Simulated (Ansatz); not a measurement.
Consider Ta.

Input file:

```
crystal:
  lattice:
    - [-3.4691838022, 3.4694063648, 1.4238857053]
    - [3.4694063648, -3.4691838022, 1.4238857053]
    - [1.8149396672, 1.8149396672, -1.4234780815]
  atoms:
    - { symbol: Ta, position: [0.9999557298, 4.42702e-05, 1.0] }
    - { symbol: Ta, position: [0.7500442702, 0.2499557298, 0.5] }
hamiltonian:
  xc: pbe
  pseudopotentials:
    kind: paw
    azcp:
      Ta: "pseudopotentials/Ta.paw.azcp"
basis:
  ecutwfc: 420
  fft_grid_basis: typed
kpoints:
  mp_grid: { grid: [14, 14, 14], shift: [0, 0, 0] }
magnetization:
  spin_polarized: false
scf:
  occupations: { method: fermi_dirac, width: 0.1 }
  lower_state_search: "off"
output:
  stress: true
  write_density: true
  write_potential: true
  elf: true
  volumetric_format: npy
```

Launched as:

```sh
ansatz run input.yaml --threads 1 --pin off --max-ram 3584MiB --backend cpu --events-out ev --progress --plain --runs-dir out
```

Below, planes, directions and counts refer to the conventional cell (a = 2.85 Å, b = 5.13 Å, c = 9.81 Å, α = 90.00°, β = 90.00°, γ = 90.02°).

Space group Fddd; set up as Ta, beta-Sn type; a generated structure, not necessarily the stable one; changed on purpose from its base cell (volume × 0.96); computed pressure about 8 GPa in this cell.

Theory: DFT, PBE, plane waves (420 eV) with PAW, scalar-relativistic in Ansatz.

Q: What can the converged valence pseudo-density and electron localisation function tell about the bonding?

A: Ta–Ta (2.85 Å): ρ at the midpoint is about 0.32 e/Å³; the ELF is about 0.35 at the midpoint.

Q: Does the calculation make it a metal, or give it a gap?

A: It is gapless in this calculation (a metal or semimetal).

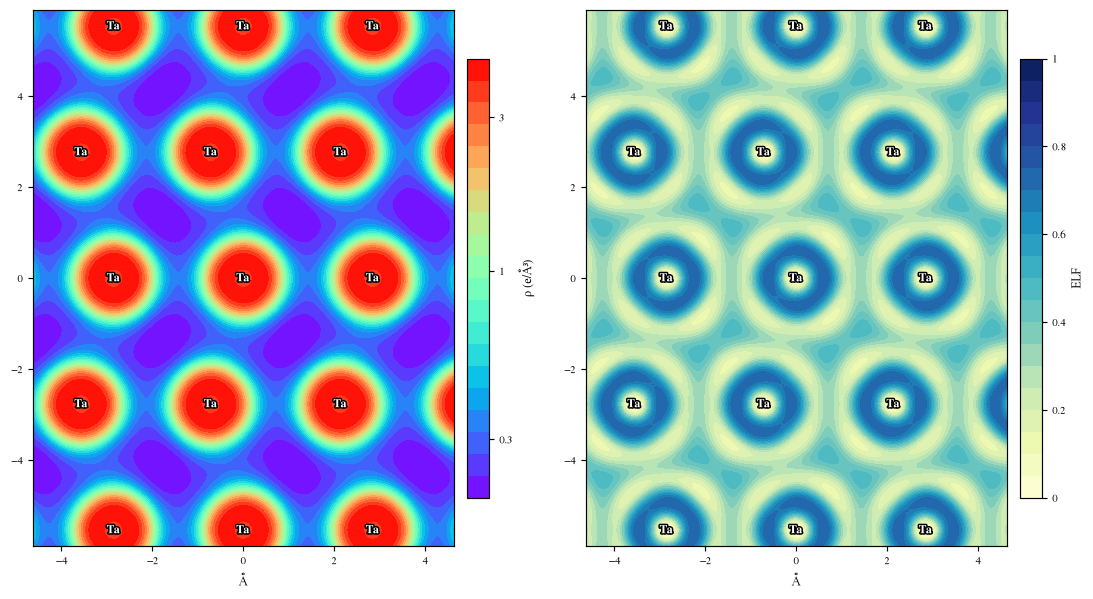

Computed valence pseudo-density and electron localisation function on the (011) plane of the conventional cell, in this order. 

The density is the valence pseudo-density of a PAW calculation; it isn't the true density close to the nuclei.
